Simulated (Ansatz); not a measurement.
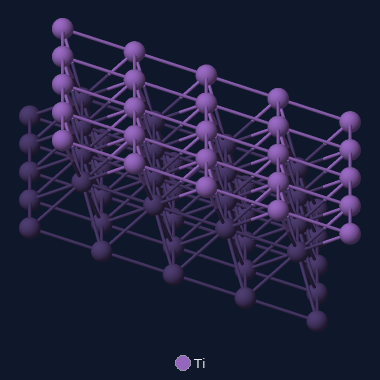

The system is H on a Ti(100) slab cut from the Fm-3m phase, its upper half relaxed before the scan (12 atoms of substrate and one adsorbate in a 2 × 2 cell); the picture shows it without the atoms that are moved over the map. H is moved over the surface cell; relaxed at each place: the height of the adsorbate's atoms; substrate rigid; the origin of the map has the adsorbate above Ti9. Places are given modulo a cell vector. The map is drawn in real space over the plane of the surface. The scan uses a 6 × 6 grid; 10 points were computed and 26 follow by symmetry. Places are given in fractions of the 1 × 1 surface cell. All energies are given in eV relative to the lowest grid point. The relaxed height changes by up to 0.8 Å between neighbouring points. Level of theory: Ansatz, DFT PBE, scalar-relativistic, plane waves, PAW. Settings: cutoff 420 eV, k-mesh 5×5×1, gaussian smearing 0.1 eV, no spin polarisation.

Range: position of H13 along the first surface vector from 0.000 to 0.833; position of H13 along the second surface vector from 0.000 to 0.833.

Question: What landscape does the calculation give?

Answer: The lowest grid point is at a fourfold hollow over a second-layer Ti atom, (3/6, 3/6) of the cell vectors. The highest grid point, the top site over a surface Ti atom, (0/6, 0/6) of the cell vectors, lies 0.90 eV above the lowest. At the lowest point the adsorbate has 4 Ti at 2.07 Å as nearest neighbours, at the highest 1 Ti at 1.81 Å. Its relaxed height above the top atom is 0.24 Å at the lowest and 1.81 Å at the highest point.

| second ↓, first → | 0/6 | 1/6 | 2/6 | 3/6 | 4/6 | 5/6 |
| --- | --- | --- | --- | --- | --- | --- |
| 5/6 | 0.82 | 0.75 | 0.53 | 0.29 | 0.53 | 0.75 |
| 4/6 | 0.58 | 0.53 | 0.36 | 0.18 | 0.36 | 0.53 |
| 3/6 | 0.32 | 0.29 | 0.18 | 0.00 | 0.18 | 0.29 |
| 2/6 | 0.58 | 0.53 | 0.36 | 0.18 | 0.36 | 0.53 |
| 1/6 | 0.82 | 0.75 | 0.53 | 0.29 | 0.53 | 0.75 |
| 0/6 | 0.90 | 0.82 | 0.58 | 0.32 | 0.58 | 0.82 |

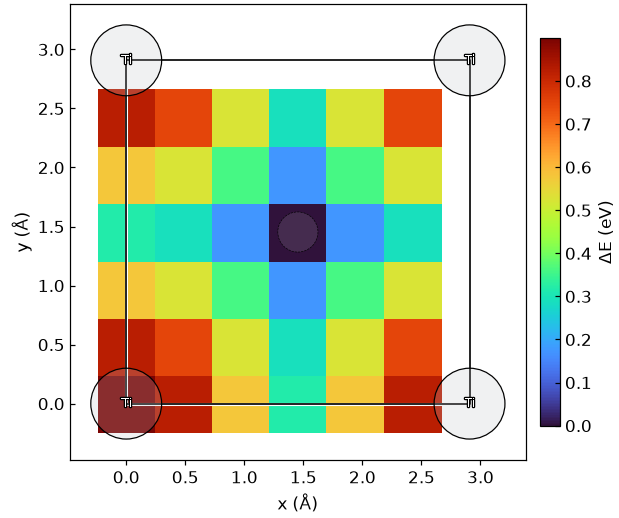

In the figure: one coloured cell a grid point, labelled circles for the atoms of the top layer and small ones for the second layer, the outline of one cell of the plane.

The whole map (10 points run) took 2.7 min on 4 threads of AMD EPYC 9R45 96-Core Processor (Zen 5), with other jobs on the host.

PAW datasets: the set soft_1.
